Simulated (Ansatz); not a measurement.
**Run report: Hf, single-point calculation**

System: Hf (slab, 2 atoms in the cell).
Method: DFT, LDA, all-electron LAPW, scalar-relativistic, no spin polarisation (Ansatz 0.2.0).

Figures and captions count atoms from 1; the log counts them from 0 in places.

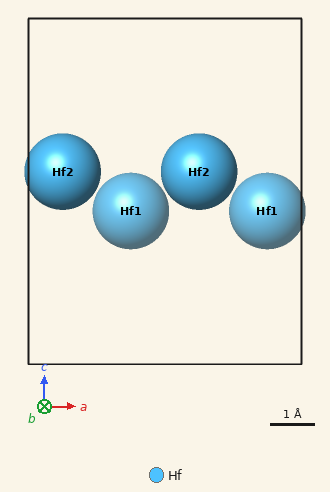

*The structure (spheres-only view of the 2 × 1 repeat of the cell, with the vacuum cut short, along the b axis; atoms are numbered from 1 in the order of the input).*

**Summary**

| quantity | value |
| --- | --- |
| outcome | converged |
| electrons in bands (core shells apart) | 72 |
| free energy | −820007.2325 eV |
| Fermi energy | −0.031 eV |
| electronic character | metal |
| largest force (length of the vector) | 0.199 eV/Å |
| hardware | 1 thread of Arm Neoverse V2, 24 GiB of memory available, shared host |
| wall time | 1.9 min |
| peak memory | 0.54 GiB |

Spin–orbit coupling is left out, which matters for Hf.

**Input**
```yaml
crystal:
  lattice:
    - [3.1190139515, 0.0, 0.0]
    - [0.0, 4.9418267774, 0.0]
    - [0.0, 0.0, 16.9004]
  atoms:
    - { symbol: Hf, position: [0.75, 0.75, 0.4733621166] }
    - { symbol: Hf, position: [0.25, 0.25, 0.5266378834] }
kpoints:
  mp_grid: { grid: [12, 8, 1] }
scf:
  occupations: { method: fermi_dirac, width: 0.05 }
hamiltonian:
  xc: lda
  pseudopotentials: { kind: all_electron, lapw: { basis_error: 0.001 } }
output:
  forces: true
  stress: true
  eigenvalues: true
  populations: true
  dos: { projected: true, de: 0.2, e_range: [-14, 8] }
efield:
  axis: 3
  amplitude: 0
  dipole_correction: true
```

Launched with:
```bash
ansatz run input.yaml --threads 1 --pin off --max-ram 3584MiB --backend cpu --events-out ev --progress --plain --runs-dir out
```

**The program's output**
```
Hf: projections on atomic orbitals take those of the free atom 1s2 2s2 2p6 3s2 3p6 3d10 4s2 4p6 4d10 4f14 5s2 5p6 5d2 6s2, of charge +0.00 (hamiltonian.pseudopotentials.projection_atoms)
LAPW: plane waves up to 7.696 Å⁻¹, error target 1.0e-3 eV per atom; small_component_spin mean_spin; Hf in spheres of 1.529 Å, 36 of its electrons in bands, Dirac shells [] (how accurate: hamiltonian.pseudopotentials.lapw.basis_error, Limitations)
Engine: ansatz 0.2.0, aarch64-unknown-linux-gnu
Pseudopotentials: kind: all_electron
Pseudopotential: Hf, LAPW, valence charge 36, lapw/all_electron/scalar/gaussian/Hf, Koelling and Harmon's equation, gaussian nucleus
Functional definition: SPW92
  exchange = slater_x
  correlation = pw_c
Crystal: 2 atoms, lattice volume = 260.496 Å³
Basis set: ecut = 225.64193910067644 eV, 1991 PW (Γ), exchange–correlation at level 2
Bands: 44, of which v1, the nominal top of the filled ones, is band 36 counted from 1 (35 counted from 0)
Symmetry: 4 space group operations
k-points: 35 of 96
Non-local potential: Hf, projectors of the file, none
Initial density: superposition of atomic densities (neutral atoms: chi_scale 0, normalization atom)
Initial wavefunctions: plane waves of lowest kinetic energy (no species holds an atomic orbital)
Functional: x = slater, c = lda
iter 1 solved again at ethr=5.58e-3 eV; its pass at ethr=1.00e-1 eV (dr2=4.02e0 eV) is discarded
SCF iter   1: F=—  HF=-820008.373509 eV  |F-HF|=—  |Δ(HF+E_count)|=         —  Δρ=2.09e-2  dr2=4.02e0  ethr=5.58e-3  p=-0.000 e·Å  D=-1.37e-16 V/Å  ΔV_dip=0.00 eV  dr2_dipole=3.27e-27  V_vac-E_F(+/−)=5.96/5.96 eV  ⟨swp⟩=2.0  Hψ=9604  notcnv=0
efield: sawtooth ramp at fractional position 0.9500 (placed from the atoms, in the widest stretch of the axis that holds none; the zero of the levels goes with the place), width 0.1000; the density the first Hamiltonian is built on has a dipole p = 0.000 e·Å; the dipole correction subtracts the counter field D = 1.87e-14 V/Å, which shifts the + side's vacuum level by -0.00 eV against the − side's; the planar-averaged density in the ramp window peaks in size at 9.8e-7 e/Å³
preconditioner: auto → LDOS  [metal: Δε(μ)=0.079 eV  Ē_g=12.013 eV  σ=0.050 eV  W_gap=0.33  n_scr=38 (ndim 8)  ℏωp=13.8 eV  f_vac=0.717  D(μ)=3.63/eV (n_scr^D=18)  β→1.0]
SCF iter   2: F=—  HF=-820007.706071 eV  |F-HF|=—  |Δ(HF+E_count)|=   6.67e-1  Δρ=1.67e-2  dr2=1.53e0  ethr=5.58e-3  p=-0.000 e·Å  D=-7.78e-10 V/Å  ΔV_dip=0.00 eV  dr2_dipole=7.03e-17  V_vac-E_F(+/−)=4.17/4.17 eV  ⟨swp⟩=3.1  Hψ=4954  notcnv=0
iter 3 solved again at ethr=1.03e-4 eV; its pass at ethr=2.13e-3 eV (dr2=7.44e-2 eV) is discarded
SCF iter   3: F=—  HF=-820007.283576 eV  |F-HF|=—  |Δ(HF+E_count)|=   4.22e-1  Δρ=3.05e-3  dr2=7.44e-2  ethr=1.03e-4  p=0.000 e·Å  D=4.80e-6 V/Å  ΔV_dip=-0.00 eV  dr2_dipole=1.75e-9  V_vac-E_F(+/−)=4.63/4.63 eV  ⟨swp⟩=2.0  Hψ=8264  notcnv=0
SCF iter   4: F=—  HF=-820007.244154 eV  |F-HF|=—  |Δ(HF+E_count)|=         —  Δρ=1.65e-3  dr2=2.09e-2  ethr=1.03e-4  p=0.000 e·Å  D=1.50e-6 V/Å  ΔV_dip=-0.00 eV  dr2_dipole=2.03e-11  V_vac-E_F(+/−)=4.51/4.51 eV  ⟨swp⟩=2.0  Hψ=4719  notcnv=0
the basis was enlarged: its passes take 450.9 KiB over the memory plan, 1 of 1 planned eigensolver slots
SCF iter   5: F=—  HF=-820007.232723 eV  |F-HF|=—  |Δ(HF+E_count)|=   1.14e-2  Δρ=7.51e-4  dr2=2.14e-3  ethr=2.91e-5  p=0.000 e·Å  D=1.30e-6 V/Å  ΔV_dip=-0.00 eV  dr2_dipole=2.43e-11  V_vac-E_F(+/−)=4.35/4.35 eV  ⟨swp⟩=3.0  Hψ=4784  notcnv=0
SCF iter   6: F=—  HF=-820007.232249 eV  |F-HF|=—  |Δ(HF+E_count)|=   4.74e-4  Δρ=3.16e-4  dr2=2.52e-4  ethr=2.98e-6  p=0.000 e·Å  D=8.67e-7 V/Å  ΔV_dip=-0.00 eV  dr2_dipole=1.65e-11  V_vac-E_F(+/−)=4.30/4.30 eV  ⟨swp⟩=3.0  Hψ=4703  notcnv=0
SCF iter   7: F=—  HF=-820007.232435 eV  |F-HF|=—  |Δ(HF+E_count)|=   1.86e-4  Δρ=1.16e-4  dr2=5.20e-5  ethr=3.50e-7  p=0.000 e·Å  D=4.33e-7 V/Å  ΔV_dip=-0.00 eV  dr2_dipole=3.20e-12  V_vac-E_F(+/−)=4.29/4.29 eV  ⟨swp⟩=3.0  Hψ=4717  notcnv=0
SCF iter   8: F=—  HF=-820007.232452 eV  |F-HF|=—  |Δ(HF+E_count)|=   1.74e-5  Δρ=3.22e-5  dr2=5.76e-6  ethr=7.22e-8  p=0.000 e·Å  D=1.78e-7 V/Å  ΔV_dip=-0.00 eV  dr2_dipole=3.35e-13  V_vac-E_F(+/−)=4.28/4.28 eV  ⟨swp⟩=3.0  Hψ=4753  notcnv=0
SCF iter   9: F=—  HF=-820007.232454 eV  |F-HF|=—  |Δ(HF+E_count)|=   1.75e-6  Δρ=6.72e-6  dr2=1.07e-7  ethr=8.00e-9  p=0.000 e·Å  D=7.58e-8 V/Å  ΔV_dip=-0.00 eV  dr2_dipole=1.54e-14  V_vac-E_F(+/−)=4.27/4.27 eV  ⟨swp⟩=3.0  Hψ=4789  notcnv=0
SCF iter  10: F=-820007.232454 eV  HF=-820007.232454 eV  |F-HF|=8.61e-9  |Δ(HF+E_count)|=   2.17e-7  Δρ=1.31e-6  dr2=3.28e-9  ethr=1.48e-10  p=-0.000 e·Å  D=-2.64e-8 V/Å  ΔV_dip=0.00 eV  dr2_dipole=1.46e-15  V_vac-E_F(+/−)=4.27/4.27 eV  ⟨swp⟩=3.0  Hψ=4789  notcnv=0
SCF 1 converged in 10 iterations: F = -820007.232454 eV  dr2 = 3.28e-9
```

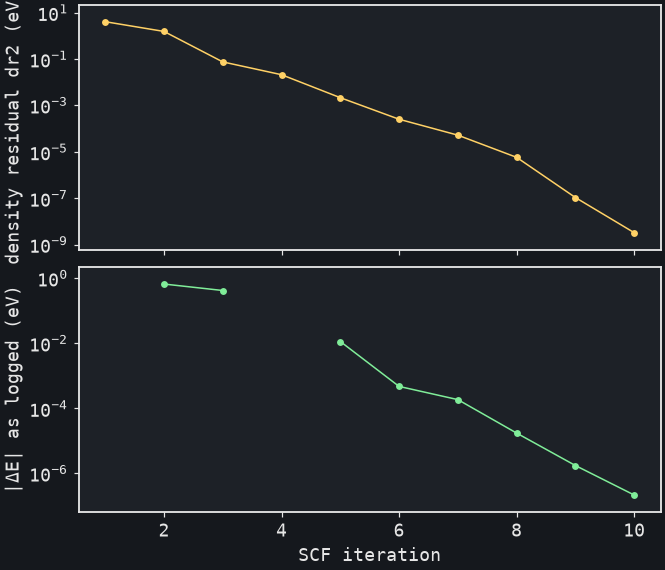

*Convergence of the self-consistent field: density residual dr2 and size of the energy change against the SCF iteration.*

The residual falls at every step.

```
SCF converged after 10 iterations
Free energy (F): -820007.232454 eV
Harris-Foulkes:  -820007.232454 eV  (|F-HF|=8.61e-9)
Internal energy: -820007.198420 eV  (E = F + TS)
E sigma→0 (E₀):  -820007.215437 eV
Entropy (-TS):   -0.034034 eV (-17.017 meV/atom)
Fermi energy:    -0.030863 eV
Dipole field:    D = -0.000000 V/Å  (p = -0.000000 e·Å, saw-weighted, corrected)
Work function:   Φ+ = 4.2703 eV   Φ− = 4.2703 eV
Levels:          The Fermi level and band energies are counted from a zero that moves with the ramp; work functions are not
--- Per-component energies (eV) ---
  E_band       = -4997.975262
  E_kinetic    = 912157.083525
  E_xc         = -16331.580103
  E_efield     = 0.000000  (sawtooth field / dipole correction)
  E_electrostatic = -1715832.701842  (all electrons and nuclei)
  E_smearing   = -0.034034  (= −TS)
  E_closure    = 0.000000  (closes the sum)
  E_atoms      = -819995.551915  (free atoms, spherical and without spin; not in F)
  Σ components = -820007.232454   (vs F -820007.232454, Δ=0.00e0)
  Basis errors (estimates in eV, not in F): energy 4.4e-4 per atom: plane waves 3.9e-4 (2.4e-4 summed), levels above the bands 1.1e-35, relativity 9.2e-9, radial functions 4.9e-5, core shells 3.7e-7; eigenvalues (radial functions only) 8.5e-7; not estimated: angular momenta, meshes, grids; target (lapw.basis_error) 1.0e-3; muffin-tin radii Hf 1.529 Å
--- Forces (eV/Å), atoms counted from 1 ---
  atom   1  Hf     0.00000000     0.00000000     0.19850529
  atom   2  Hf    -0.00000000     0.00000000    -0.19850545
  max |Σ_I F_I| component: 1.67e-7 eV/Å
--- Stress (GPa, compression-positive) ---
       -3.803604       0.000000      -0.000000
        0.000000      -4.263298       0.000000
       -0.000000       0.000000      -0.109301
  P = ⅓ Tr σ = -2.7254 GPa (-27.254 kbar)
--- Band table (eV; the first three rows and the last of 35) ---
  k-point 0: bands = ["-201.3437", "-201.3436", "-201.3246", "-201.3246", "-201.3124", "-201.3123", "-201.3048", "-201.3047", "-201.2945", "-201.2944", "-62.2230", "-62.1604", "-31.1078", "-30.9716", "-30.9610", "-30.6239", "-30.4177", "-30.4063", "-12.2711", "-12.2624", "-12.2424", "-12.2349", "-12.2311", "-12.2304", "-12.2233", "-12.2181", "-12.2125", "-12.1997", "-12.1941", "-12.1932", "-12.1667", "-12.1389", "-5.1530", "-2.3687", "-0.2615", "0.2809", "0.3478", "1.0609", "1.6530", "1.6778", "1.7799", "3.4872", "3.7153", "3.8603"]
  k-point 1: bands = ["-201.3437", "-201.3436", "-201.3246", "-201.3246", "-201.3124", "-201.3123", "-201.3048", "-201.3047", "-201.2945", "-201.2944", "-62.2207", "-62.1628", "-31.1053", "-30.9675", "-30.9479", "-30.6162", "-30.4279", "-30.4257", "-12.2717", "-12.2634", "-12.2422", "-12.2351", "-12.2317", "-12.2316", "-12.2248", "-12.2130", "-12.2118", "-12.2007", "-12.2005", "-12.1843", "-12.1682", "-12.1397", "-5.0209", "-2.3727", "-0.3289", "-0.0814", "0.7418", "0.9984", "1.6011", "1.6781", "1.7442", "3.5692", "3.6266", "3.7661"]
  k-point 2: bands = ["-201.3437", "-201.3436", "-201.3246", "-201.3246", "-201.3124", "-201.3123", "-201.3048", "-201.3047", "-201.2945", "-201.2944", "-62.2139", "-62.1696", "-31.0944", "-30.9858", "-30.8839", "-30.5942", "-30.4890", "-30.4484", "-12.2728", "-12.2660", "-12.2421", "-12.2356", "-12.2344", "-12.2332", "-12.2232", "-12.2109", "-12.2049", "-12.2043", "-12.2023", "-12.1739", "-12.1725", "-12.1424", "-4.6396", "-2.4572", "-0.4425", "-0.3782", "0.7499", "1.0611", "1.4433", "1.4445", "1.9392", "3.4800", "3.8066", "3.8393"]
  k-point 34: bands = ["-201.3437", "-201.3436", "-201.3246", "-201.3246", "-201.3124", "-201.3123", "-201.3048", "-201.3047", "-201.2945", "-201.2944", "-62.1673", "-62.1673", "-31.1499", "-31.1499", "-30.9164", "-30.9164", "-30.5562", "-30.5562", "-12.2645", "-12.2645", "-12.2479", "-12.2478", "-12.2316", "-12.2316", "-12.2072", "-12.2072", "-12.2004", "-12.2004", "-12.1947", "-12.1947", "-12.1639", "-12.1638", "-1.9822", "-1.9822", "-0.2899", "-0.2899", "1.4270", "1.4270", "1.8603", "1.8603", "2.9912", "2.9912", "4.3282", "4.3282"]
--- Löwdin populations: 2 sites ---
  site symbol       q [e]
     0     Hf     71.9313
     1     Hf     71.9313
  spilling = 0.000954 (of n_electrons = 144.000000)
```

**File populations.tsv**
```
# site	symbol	l	j	q
# orbitals = lowdin
# n_electrons = 144.000000
# spilling = 0.000954
# projection_atom_Hf: 1s2 2s2 2p6 3s2 3p6 3d10 4s2 4p6 4d10 4f14 5s2 5p6 5d2 6s2
0	Hf	0_1S	-	1.999999
0	Hf	0_2S	-	1.999986
0	Hf	0_3S	-	1.999831
0	Hf	0_4S	-	1.998243
0	Hf	0_5S	-	1.971456
0	Hf	0_6S	-	1.031734
0	Hf	1_2P	-	6.000000
0	Hf	1_3P	-	5.999994
0	Hf	1_4P	-	5.999868
0	Hf	1_5P	-	5.977348
0	Hf	2_3D	-	9.999997
0	Hf	2_4D	-	9.999966
0	Hf	2_5D	-	2.954699
0	Hf	3_4F	-	13.998176
1	Hf	0_1S	-	1.999999
1	Hf	0_2S	-	1.999986
1	Hf	0_3S	-	1.999831
1	Hf	0_4S	-	1.998243
1	Hf	0_5S	-	1.971456
1	Hf	0_6S	-	1.031734
1	Hf	1_2P	-	6.000000
1	Hf	1_3P	-	5.999994
1	Hf	1_4P	-	5.999868
1	Hf	1_5P	-	5.977348
1	Hf	2_3D	-	9.999997
1	Hf	2_4D	-	9.999966
1	Hf	2_5D	-	2.954702
1	Hf	3_4F	-	13.998176
```

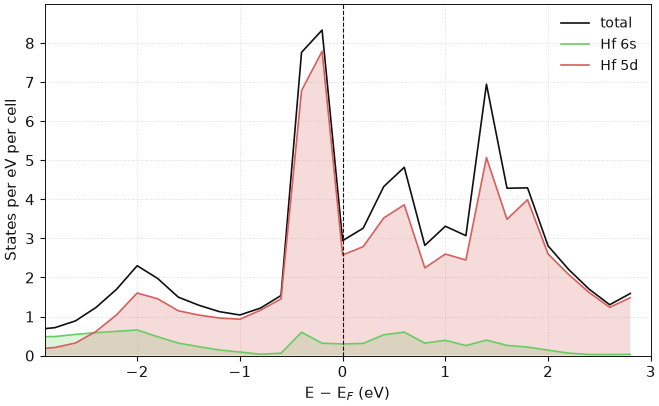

*Density of states (projected on atomic shells), with energies from the Fermi level.*

There are states at the Fermi level: a metal at this level of theory. The fall to zero at the top of the window marks the end of the computed bands.

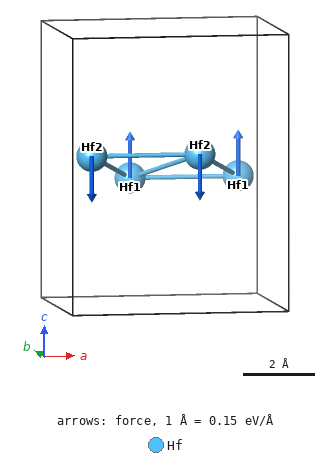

*Forces on the atoms as blue arrows (ball-and-stick view of the 2 × 1 repeat of the cell, with the vacuum cut short, seen slightly off an axis; atoms are numbered from 1 in the order of the input).*

The largest act on Hf1, Hf2 (0.20 eV/Å). The geometry is not a stationary point of this energy.
